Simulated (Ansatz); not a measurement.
CuO and related structures: several calculations on one system

## 1. Relaxation

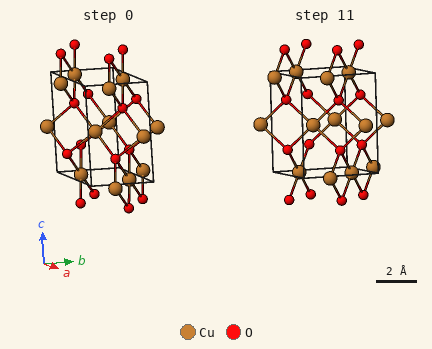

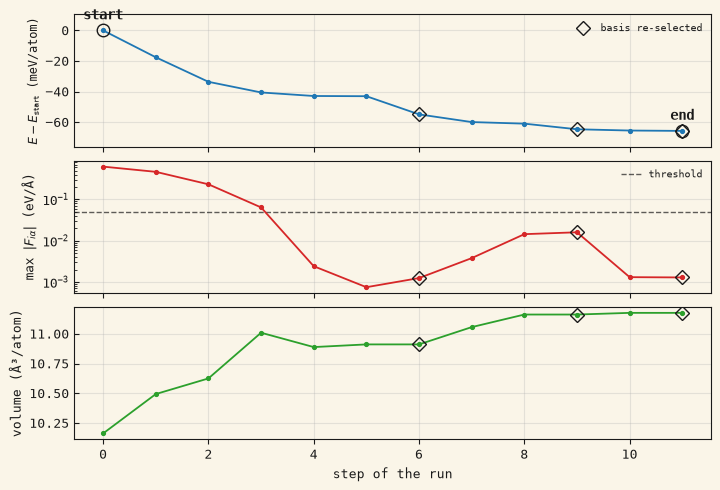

First and last geometry of a relaxation of crystalline CuO (set up in Cc) (coarse preliminary run), with the history of the run. A ball-and-stick model of the conventional cell (2 times the calculation's cell), seen slightly off an axis. Lengths and directions refer to the drawn axes.

Theory: DFT PBE, scalar-relativistic, plane waves, PAW (Ansatz 0.2.0).

Input
```yaml
crystal:
  lattice:
    - [2.34465, -1.7134, 0.0]
    - [2.34465, 1.7134, 0.0]
    - [-0.86055, 0.0, 5.05944]
  atoms:
    - { symbol: Cu, position: [0.0032, 0.4968, 0.0] }
    - { symbol: Cu, position: [0.4968, 0.0032, 0.5] }
    - { symbol: O, position: [0.5714, 0.4056, 0.2537] }
    - { symbol: O, position: [0.4056, 0.5714, 0.7537] }
basis:
  ecutwfc: 420
kpoints:
  mp_grid: { grid: [8, 8, 4] }
hamiltonian:
  xc: pbe
scf:
  occupations: { method: gaussian, width: 0.1 }
output:
  forces: true
  stress: true
  eigenvalues: true
relax:
  adjacent_minimum: "off"
  f_tol: 0.05
  max_steps: 80
  cell: { stress_tol: 0.5 }
```

Run as
```bash
ansatz run input.yaml --threads 2 --pin off --max-ram 5120MiB --backend cpu --events-out ev --progress --plain --runs-dir out
```

Question: Did the run converge, and what did it change?

Answer: It converged. After 8 accepted moves (11 points after the start) the energy has fallen by 65.7 meV per atom. Largest force component: 0.63 eV/Å at the start, 0.0013 eV/Å at the end. The pressure goes from 5.70 to 0.13 GPa. The SCF was repeated 3 times at an unchanged geometry on a basis and grid sized afresh for the cell, which shifted the energy by 11.9 meV per atom at most. The largest moves relative to the cell, 0.34 Å, are those of O3 and O4. O3 goes along +b. By element the largest moves are O 0.34 Å, Cu 0.03 Å. The drawn cell changes as follows: a 4.689 → 4.232 Å (−9.8 %), b 3.427 → 4.097 Å (+19.6 %), c 5.132 → 5.157 Å (+0.5 %), β 99.7° → 90.0°; the volume changes by +10.0 %. Some distances before and after: Cu1–O3 2.019 → 1.957 Å, Cu1–O4 1.907 → 1.957 Å, Cu1–O3 (another image) 1.932 → 1.957 Å, Cu1–O4 (another image) 1.977 → 1.957 Å. Among the angles between lasting bonds that change: Cu1–O3–Cu2 146.0° → 116.9°, Cu1–O3–Cu2 101.7° → 114.6°, Cu1–O3–Cu2 108.5° → 116.9°. The space group (tolerance 0.01 Å) goes from Cc (No. 9) to Cccm (No. 66). The run took 42 s on 2 threads of Intel(R) Xeon(R) CPU @ 2.60GHz (Ice Lake), with other jobs on the host, peak memory 0.4 GiB.

| step | E − E(0), meV/atom | largest force component, eV/Å | pressure, GPa | volume, Å³/atom | note |
| --- | --- | --- | --- | --- | --- |
| 0 | 0.00 | 0.6257 | 5.70 | 10.163 |  |
| 1 | -17.56 | 0.4678 | 1.81 | 10.494 |  |
| 2 | -33.61 | 0.2332 | 3.95 | 10.625 |  |
| 3 | -40.57 | 0.0642 | -1.21 | 11.009 |  |
| 4 | -42.89 | 0.0024 | 0.14 | 10.889 |  |
| 5 | -43.03 | 0.0007 | 0.01 | 10.911 |  |
| 6 | -54.91 | 0.0012 | 1.56 | 10.911 | same geometry, new basis |
| 7 | -59.94 | 0.0038 | 0.63 | 11.056 |  |
| 8 | -60.98 | 0.0144 | -0.25 | 11.162 |  |
| 9 | -64.65 | 0.0160 | 0.08 | 11.162 | same geometry, new basis |
| 10 | -65.48 | 0.0013 | 0.10 | 11.176 |  |
| 11 | -65.72 | 0.0013 | 0.13 | 11.176 | same geometry, new basis |

## 2. Relaxation

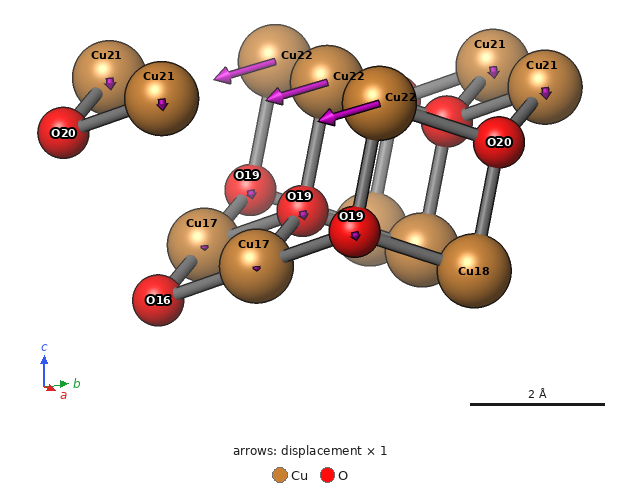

A relaxation of a slab of composition Cu$_{6}$O$_{5}$ (cut from the Cccm phase). The starting structure is drawn; purple arrows show the displacements, at their true length.

The picture is a ball-and-stick view of the atoms within 4.2 Å of the atom that moves most (axes of the 2 × 1 repeat of the cell, outlined in the plane, without the vacuum (origin shifted)), seen slightly off an axis.

Case: (1 1 1) slab, atoms relaxed. The slab is the (1 1 1) face of CuO.

All numbers below come from Ansatz 0.2.0, DFT PBE, scalar-relativistic, plane waves, PAW.

Input
```yaml
crystal:
  lattice:
    - [2.9486966795, 0.0, 0.0]
    - [-2.9355751425, 5.9356294285, 0.0]
    - [0.0, 0.0, 27.7952466654]
  atoms:
    - { symbol: Cu, position: [0.8835252923, 0.8794142591, 0.2698303091] }
    - { symbol: Cu, position: [0.8835252923, 0.3794142591, 0.2698303091] }
    - { symbol: O, position: [0.5709915818, 0.067717986, 0.2928462148] }
    - { symbol: O, position: [0.9459588058, 0.4443140379, 0.3388822798] }
    - { symbol: Cu, position: [0.6334250954, 0.6326177647, 0.3618981855] }
    - { symbol: Cu, position: [0.6334250954, 0.1326177647, 0.3618981855] }
    - { symbol: O, position: [0.3208913849, 0.8209214916, 0.3849140912] }
    - { symbol: O, position: [0.6958586089, 0.1975175435, 0.4309501561] }
    - { symbol: Cu, position: [0.3833248984, 0.3858212703, 0.4539660618] }
    - { symbol: Cu, position: [0.3833248984, 0.8858212703, 0.4539660618] }
    - { symbol: O, position: [0.0707911879, 0.5741249972, 0.4769819675] }
    - { symbol: O, position: [0.4457584119, 0.950721049, 0.5230180325] }
    - { symbol: Cu, position: [0.1332247014, 0.1390247759, 0.5460339382] }
    - { symbol: Cu, position: [0.1332247014, 0.6390247759, 0.5460339382] }
    - { symbol: O, position: [0.820690991, 0.3273285028, 0.5690498439] }
    - { symbol: O, position: [0.195658215, 0.7039245546, 0.6150859088] }
    - { symbol: Cu, position: [0.8831245045, 0.8922282815, 0.6381018145] }
    - { symbol: Cu, position: [0.8831245045, 0.3922282815, 0.6381018145] }
    - { symbol: O, position: [0.570590794, 0.0805320084, 0.6611177202] }
    - { symbol: O, position: [0.945558018, 0.4571280602, 0.7071537852] }
    - { symbol: Cu, position: [0.6330243075, 0.6454317871, 0.7301696909] }
    - { symbol: Cu, position: [0.6330243075, 0.1454317871, 0.7301696909] }
basis:
  ecutwfc: 420
kpoints:
  mp_grid: { grid: [13, 6, 1] }
hamiltonian:
  xc: pbe
scf:
  occupations: { method: gaussian, width: 0.1 }
output:
  forces: true
  eigenvalues: true
  write_density: true
  write_potential: true
  elf: true
  volumetric_format: npy
relax:
  adjacent_minimum: "off"
  f_tol: 0.02
  max_steps: 60
efield:
  axis: 3
  dipole_correction: true
  ramp_width: 0.04
```

Run as
```bash
ansatz run input.yaml --threads 4 --pin off --max-ram 10240MiB --backend cpu --events-out ev --progress --plain --runs-dir out
```

Atoms of which element are displaced furthest, and by how much?

Copper: up to 1.00 Å, against 0.15 Å for oxygen.

What happened in the run?

The largest moves relative to the layer's centre, 1.00 Å, are those of Cu2 and Cu22. Cu22 goes at 76° to the normal (−c side). By element the largest moves are Cu 1.00 Å, O 0.15 Å. The cell doesn't change. Some distances before and after: O20–Cu22 1.958 → 2.897 Å, Cu21–Cu22 3.317 → 2.467 Å, O20–Cu21 1.958 → 1.879 Å, Cu18–O19 1.958 → 1.890 Å. Bonds break, among them: O20–Cu22 (1.96 → 2.90 Å). Bond angles that change, for instance: Cu18–O19–Cu22 97.7° → 122.3°, Cu17–O19–Cu22 115.8° → 95.4°, Cu17–O19–Cu22 115.5° → 95.3°. After 10 geometry steps the energy has fallen by 0.953 eV per cell of the calculation. The largest force component goes from 0.9 to 0.0013 eV/Å.

## 3. A change

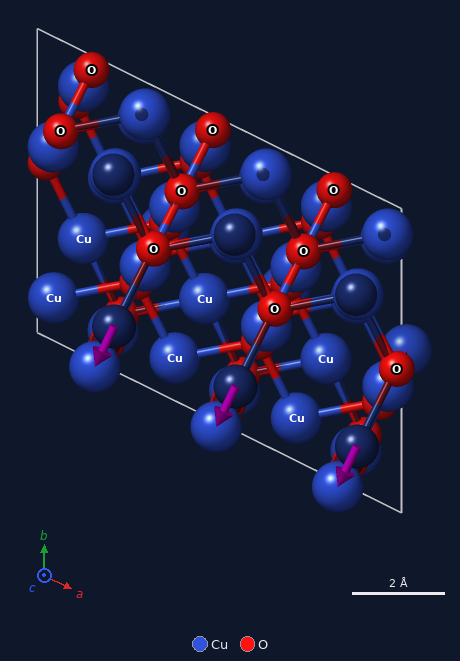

A (1 1 1) slab of CuO as cut from the relaxed bulk, drawn pale, and a changed version of it, drawn solid. The purple arrows show how the atoms are displaced, at true length. Style: ball-and-stick. Shown: the 3 × 1 repeat of the cell, outlined in the plane, without the vacuum, along the c axis.

All numbers below come from DFT PBE, scalar-relativistic, plane waves, PAW (Ansatz 0.2.0). Settings: plane-wave cutoff 420 eV; occupations gaussian; smearing width 0.1 eV; no spin polarisation. The k-mesh is chosen for each cell (13×6×13, 13×6×1).

Question: What was done to the structure, and with what result?

Answer: The atoms of the slab are relaxed at the bulk's in-plane cell. The slab isn't stoichiometric; relaxing it gains 0.439 J/m². The top spacing, between the Cu2 and O planes, goes from 0.64 to 0.39 Å (−38.3 %), the bottom one (Cu2 to O) from 0.64 to 0.39 Å (−38.3 %). The top plane rumples by 0.05 Å. The lattice vectors keep their values. The largest moves relative to the layer's centre, 1.00 Å, are those of Cu atoms. By element the largest moves are Cu 1.00 Å, O 0.15 Å. Some distances before and after: Cu–O 1.958 → 1.879 to 2.897 Å. Contacts break: Cu–O (1.96 → 2.90 Å).
